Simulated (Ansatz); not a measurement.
**Two runs on IrO**

System: IrO (F-43m, 2 atoms in the cell).
Method of run 1: DFT PBE, scalar-relativistic, plane waves, PAW, no spin polarisation (Ansatz 0.2.0).

The structure was built on a prototype by a generator; it need not be a known phase. Text and figures count atoms from 1; the logs count them from 0 in places.

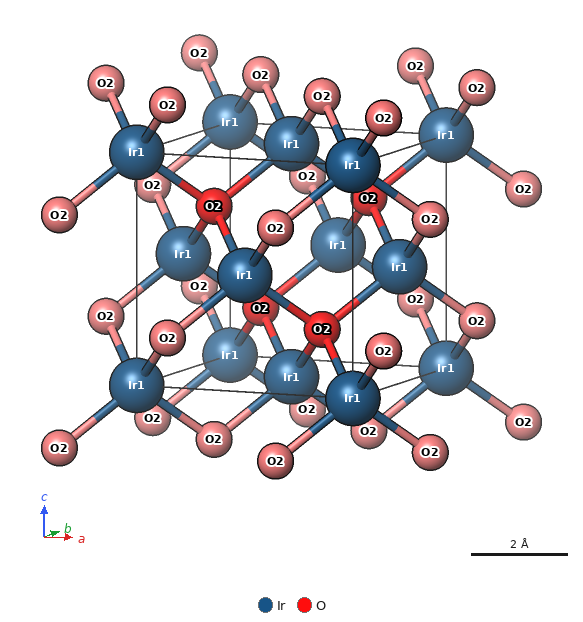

Figure 1. The structure (ball-and-stick view of the cell 4 times as large as that of the calculation, set on its symmetry axes, seen slightly off an axis; neighbours outside the cell are drawn fainter; atoms are numbered from 1 in the order of the input). An atom can appear more than once, as a periodic image.

### The input, run 1
```yaml
crystal:
  lattice:
    - [0.0, 2.4765534208, 2.4765534208]
    - [2.4765534208, 0.0, 2.4765534208]
    - [2.4765534208, 2.4765534208, 0.0]
  atoms:
    - { symbol: Ir, position: [0.0, 0.0, 0.0] }
    - { symbol: O, position: [0.25, 0.25, 0.25] }
basis:
  ecutwfc: 420
kpoints:
  mp_grid: { grid: [16, 16, 16] }
hamiltonian:
  xc: pbe
scf:
  occupations: { method: gaussian, width: 0.1 }
output:
  forces: true
  stress: true
  eigenvalues: true
```

Command:
```bash
ansatz run input.yaml --threads 1 --pin off --max-ram 2560MiB --backend cpu --events-out ev --progress --plain --runs-dir out
```

Hardware: 1 thread of Intel Xeon @ 2.50GHz (Skylake/Cascade Lake), 16 GiB of memory available, shared host.

### Output, shortened to warnings, some set-up lines, iterations and results (run 1)
```
Basis set: ecut = 420 eV, 609 PW (Γ), exchange–correlation on 48×48×48 points (8 copies of the dense FFT grid, shifted against one another)
Symmetry: 24 space group operations
k-points: 145 of 4096 (time reversal used)
Initial density: superposition of atomic densities (neutral atoms: chi_scale 0, normalization atom), corrected by the library's trained network
[...]
SCF iter   1: F=—  HF=-12498.699922 eV  |F-HF|=—  |Δ(HF+E_count)|=         —  Δρ=5.19e-3  dr2=8.65e-3  ethr=1.77e-3  ⟨swp⟩=4.6  Hψ=10095  notcnv=0
SCF iter   2: F=—  HF=-12498.701545 eV  |F-HF|=—  |Δ(HF+E_count)|=   1.62e-3  Δρ=1.05e-3  dr2=3.80e-4  ethr=3.76e-5  ⟨swp⟩=2.3  Hψ=4691  notcnv=0
SCF iter   3: F=—  HF=-12498.701552 eV  |F-HF|=—  |Δ(HF+E_count)|=   6.30e-6  Δρ=1.19e-4  dr2=5.46e-6  ethr=1.65e-6  ⟨swp⟩=2.2  Hψ=3154  notcnv=0
SCF iter   4: F=—  HF=-12498.701578 eV  |F-HF|=—  |Δ(HF+E_count)|=   2.61e-5  Δρ=1.35e-5  dr2=2.77e-8  ethr=2.38e-8  ⟨swp⟩=2.1  Hψ=3098  notcnv=0
SCF iter   5: F=-12498.701578 eV  HF=-12498.701578 eV  |F-HF|=1.26e-9  |Δ(HF+E_count)|=   4.57e-8  Δρ=2.88e-6  dr2=2.53e-9  ethr=1.20e-10  ⟨swp⟩=2.0  Hψ=3342  notcnv=0
SCF iter   6: F=-12498.701578 eV  HF=-12498.701578 eV  |F-HF|=1.46e-11  |Δ(HF+E_count)|=  3.38e-10  Δρ=4.65e-7  dr2=3.65e-11  ethr=1.10e-11  ⟨swp⟩=2.7  Hψ=7412  notcnv=0
SCF 1 converged in 6 iterations: F = -12498.701578 eV  dr2 = 3.65e-11
SCF converged after 6 iterations
Free energy (F): -12498.701578 eV
Harris-Foulkes:  -12498.701578 eV  (|F-HF|=1.46e-11)
Internal energy: -12498.689932 eV  (E = F + TS)
E sigma→0 (E₀):  -12498.695755 eV
Entropy (-TS):   -0.011646 eV (-5.823 meV/atom)
Fermi energy:    12.893468 eV
--- Per-component energies (eV) ---
  E_band       = -273.959445
  E_kinetic    = 791.979445
  E_local      = -2049.074667  (includes V_loc(G=0)·N_el)
  E_nonlocal   = 122.168594
  E_hartree    = 757.710242
  E_xc         = -336.862203
  E_vxc        = -387.576912  (∫ρ·V_xc dr)
  E_paw        = -9380.835978  (= ΣΔE_a)
  E_vpaw       = -266.878554  (= ΣTr[D̂ρ^β])
  E_aug_tail   = 0.002316  (compensation charges beyond the density's cutoff)
  E_ewald      = -2403.777680
  E_smearing   = -0.011646  (= −TS)
  E_closure    = 0.000000  (closes the sum)
  Σ components = -12498.701578   (vs F -12498.701578, Δ=0.00e0)
--- Forces (eV/Å), atoms counted from 1 ---
  atom   1  Ir    -0.00000000     0.00000000    -0.00000000
  atom   2  O      0.00000000    -0.00000000    -0.00000000
  max |Σ_I F_I| component: 6.48e-17 eV/Å
--- Stress (GPa, compression-positive) ---
      -15.316798       0.000000       0.000000
       -0.000000     -15.316798      -0.000000
        0.000000      -0.000000     -15.316798
  P = ⅓ Tr σ = -15.3168 GPa (-153.168 kbar)
```

For run 2 the input was changed thus:
```diff
-    - [0.0, 2.4765534208, 2.4765534208]
-    - [2.4765534208, 0.0, 2.4765534208]
-    - [2.4765534208, 2.4765534208, 0.0]
+    - [0.0, 2.6026921985, 2.6026921985]
+    - [2.6026921985, 0.0, 2.6026921985]
+    - [2.6026921985, 2.6026921985, 0.0]
```

Predict how the results change.

With the same functional and potentials, run 2 lies 317.4 meV per atom higher. The pressure goes from −15.32 to −24.53 GPa. The volume per atom goes from 15.19 to 17.63 Å³. The number of SCF iterations is the same. The plane waves at Γ go from 609 to 701.

### Output, shortened to warnings, some set-up lines, iterations and results (run 2)
```
Basis set: ecut = 420 eV, 701 PW (Γ), exchange–correlation on 50×50×50 points (8 copies of the dense FFT grid, shifted against one another)
Symmetry: 24 space group operations
k-points: 145 of 4096 (time reversal used)
Initial density: superposition of atomic densities (neutral atoms: chi_scale 0, normalization atom), corrected by the library's trained network
[...]
SCF iter   1: F=—  HF=-12498.066447 eV  |F-HF|=—  |Δ(HF+E_count)|=         —  Δρ=6.13e-3  dr2=1.61e-2  ethr=1.77e-3  ⟨swp⟩=4.9  Hψ=10091  notcnv=0
SCF iter   2: F=—  HF=-12498.066755 eV  |F-HF|=—  |Δ(HF+E_count)|=   3.08e-4  Δρ=1.17e-3  dr2=5.30e-4  ethr=7.02e-5  ⟨swp⟩=2.0  Hψ=3744  notcnv=0  defer=1
SCF iter   3: F=—  HF=-12498.066787 eV  |F-HF|=—  |Δ(HF+E_count)|=   3.14e-5  Δρ=2.64e-4  dr2=3.11e-5  ethr=2.31e-6  ⟨swp⟩=2.4  Hψ=3261  notcnv=0  defer=1
SCF iter   4: F=—  HF=-12498.066776 eV  |F-HF|=—  |Δ(HF+E_count)|=   1.07e-5  Δρ=7.84e-5  dr2=1.56e-6  ethr=1.35e-7  ⟨swp⟩=3.0  Hψ=3953  notcnv=0  defer=1
SCF iter   5: F=-12498.066775 eV  HF=-12498.066775 eV  |F-HF|=2.99e-8  |Δ(HF+E_count)|=   3.67e-7  Δρ=8.68e-6  dr2=1.46e-8  ethr=6.79e-9  ⟨swp⟩=2.8  Hψ=3689  notcnv=0  defer=1
SCF iter   6: F=-12498.066775 eV  HF=-12498.066775 eV  |F-HF|=1.15e-10  |Δ(HF+E_count)|=   3.50e-8  Δρ=1.63e-6  dr2=5.41e-10  ethr=6.36e-11  ⟨swp⟩=2.7  Hψ=7512  notcnv=0
SCF 1 converged in 6 iterations: F = -12498.066775 eV  dr2 = 5.41e-10
SCF converged after 6 iterations
Free energy (F): -12498.066775 eV
Harris-Foulkes:  -12498.066775 eV  (|F-HF|=1.15e-10)
Internal energy: -12498.053438 eV  (E = F + TS)
E sigma→0 (E₀):  -12498.060107 eV
Entropy (-TS):   -0.013337 eV (-6.669 meV/atom)
Fermi energy:    10.071030 eV
--- Per-component energies (eV) ---
  E_band       = -323.820640
  E_kinetic    = 787.580889
  E_local      = -2228.066501  (includes V_loc(G=0)·N_el)
  E_nonlocal   = 122.218064
  E_hartree    = 822.937295
  E_xc         = -335.090105
  E_vxc        = -385.090897  (∫ρ·V_xc dr)
  E_paw        = -9380.356178  (= ΣΔE_a)
  E_vpaw       = -266.340012  (= ΣTr[D̂ρ^β])
  E_aug_tail   = 0.002339  (compensation charges beyond the density's cutoff)
  E_ewald      = -2287.279241
  E_smearing   = -0.013337  (= −TS)
  E_closure    = 0.000000  (closes the sum)
  Σ components = -12498.066775   (vs F -12498.066775, Δ=0.00e0)
--- Forces (eV/Å), atoms counted from 1 ---
  atom   1  Ir    -0.00000000    -0.00000000    -0.00000000
  atom   2  O      0.00000000    -0.00000000     0.00000000
  max |Σ_I F_I| component: 5.55e-17 eV/Å
--- Stress (GPa, compression-positive) ---
      -24.530599       0.000000       0.000000
        0.000000     -24.530599      -0.000000
        0.000000      -0.000000     -24.530599
  P = ⅓ Tr σ = -24.5306 GPa (-245.306 kbar)
```

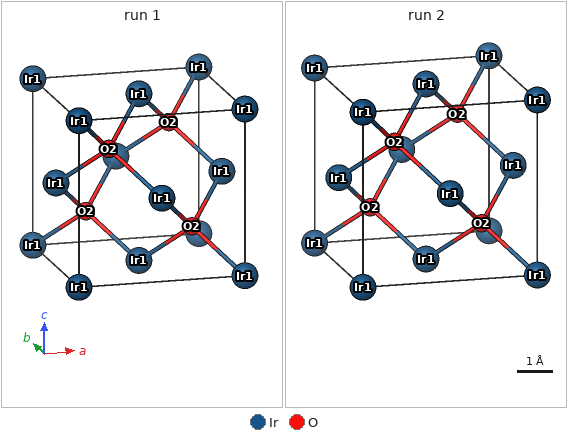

Figure 2. The two input geometries at one scale (ball-and-stick view of the cell 4 times as large as that of the calculation, set on its symmetry axes, seen slightly off an axis). The atoms keep their places relative to the cell (all moves are under 0.005 Å). The drawn cell changes as follows: a = b = c 4.953 → 5.205 Å (+5.1 %); the volume changes by +16.1 %. Among the contacts that change: Ir1–O2 2.145 → 2.254 Å.

### The two runs side by side

```tsv
quantity	run 1	run 2
outcome	converged	converged
free energy per atom (eV)	−6249.3508	−6249.0334
energy per atom, smearing taken to zero (eV)	−6249.3479	−6249.0301
gap on the mesh (eV)	0.00	0.00
pressure (GPa)	−15.32	−24.53
volume per atom (Å³)	15.19	17.63
largest force (eV/Å)	0.000	0.000
SCF iterations	6	6
irreducible k-points	145	145
plane waves at Γ	609	701
wall time (shared host)	4.4 s	5 s
```

For both runs: Spin–orbit coupling is left out, which matters for Ir. The cell holds an odd number of electrons but the run has no spin polarisation, so a band is left half filled. For run 1: The cell is under a tension of 15.3 GPa at this level, so it is not at its equilibrium volume. For run 2: The cell is under a tension of 25 GPa at this level, so it is not at its equilibrium volume.
